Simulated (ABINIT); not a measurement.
Run report: La$_{2}$O$_{3}$, dielectric calculation (part 4 of 4)

Continued. System: La$_{2}$O$_{3}$ (5 atoms in the cell). Method: Kohn-Sham DFT of a periodic cell, PBE, PseudoDojo NC SR PBE v0.4.1 standard, no spin polarisation (ABINIT 10.8.3); cutoff 1687.11 eV, 4×4×4 k-mesh, fixed occupations. The structure derives from a Materials Project entry.

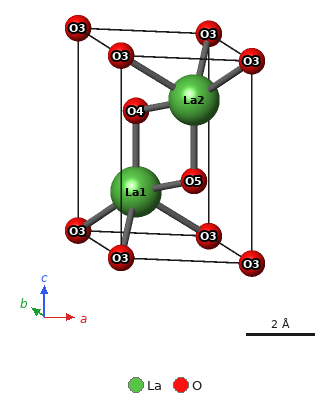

*The input geometry (ball-and-stick view of the cell of the calculation, seen slightly off an axis; atoms are numbered from 1 in the order of the input). An atom can appear more than once, as a periodic image.*

**Input**
```
# Datasets
ndtset 3

# Pseudopotentials
pp_dirpath "./"
pseudos "La.upf, O.upf"

# Structure
acell 3.930777878 3.930777878 6.11195352 Angstrom
rprim
     1.0000000000     0.0000000000     0.0000000000
    -0.5000000000     0.8660254038     0.0000000000
     0.0000000000     0.0000000000     1.0000000000
ntypat 2
znucl 57 8
natom 5
typat 1 1 2 2 2
xred
            1/3            2/3   0.2462356800
            2/3            1/3   0.7537643200
            0.0            0.0            0.0
            1/3            2/3   0.6458906500
            2/3            1/3   0.3541093500

# Plane-wave basis
ecut 62.0

# k points
ngkpt 4 4 4
nshiftk 1
shiftk 0.0 0.0 0.5

# Exchange and correlation
ixc 11

# Bands and occupations
nband 20
occopt 1

# SCF cycle
nstep 80
diemac 6.0

# Output
prteig 0
prtebands 0
prtwf 0
prtden 0
prtpot 0

# Dataset 1: ground state
kptopt1 1
tolvrs1 1.0e-15
prtwf1 1

# Dataset 2: derivatives of the wave functions by k
iscf2 -3
rfelfd2 2
rfdir2 1 1 1
getwfk2 1
kptopt2 2
nqpt2 1
qpt2 0.0 0.0 0.0
tolwfr2 1.0e-18
prtwf2 1

# Dataset 3: response at q = 0 to electric field
rfelfd3 3
rfdir3 1 1 1
getwfk3 1
getddk3 2
kptopt3 2
nqpt3 1
qpt3 0.0 0.0 0.0
tolvrs3 1.0e-9
```

**File mrgddb.in**
```
merged_DDB
La2O3
2
runo_DS1_DDB
runo_DS3_DDB
```

**File anaddb.abi**
```
ddb_filepath "merged_DDB"
output_file "anaddb.abo"
outdata_prefix "ana"
asr 1
chneut 1
dipdip 1
dieflag 2
enunit 0
```

Launch command:
```bash
mpirun --bind-to none -np 4 abinit run.abi > log 2>&1
mrgddb < mrgddb.in > mrgddb.log 2>&1
anaddb anaddb.abi > anaddb.log 2>&1
```

**Results in brief**

```csv
quantity,value
outcome,converged
space group (tolerance 0.01 Å),P-3m1 (164)
electrons treated,40
free energy,−3271.1380 eV
pressure,1.49 GPa
largest force (length of the vector),0.009 eV/Å
"ε∞ (xx, yy, zz)","4.82, 4.82, 4.70"
Born charges (mean of the diagonal),"La1, La2 (4.09 e); O4, O5 (−2.76 e); O3 (−2.67 e)"
hardware,"4 threads of Arm Neoverse V2, 24 GiB of memory available, shared host"
wall time,24 min (CPU time 1.6 h)
peak memory,1 GiB
```
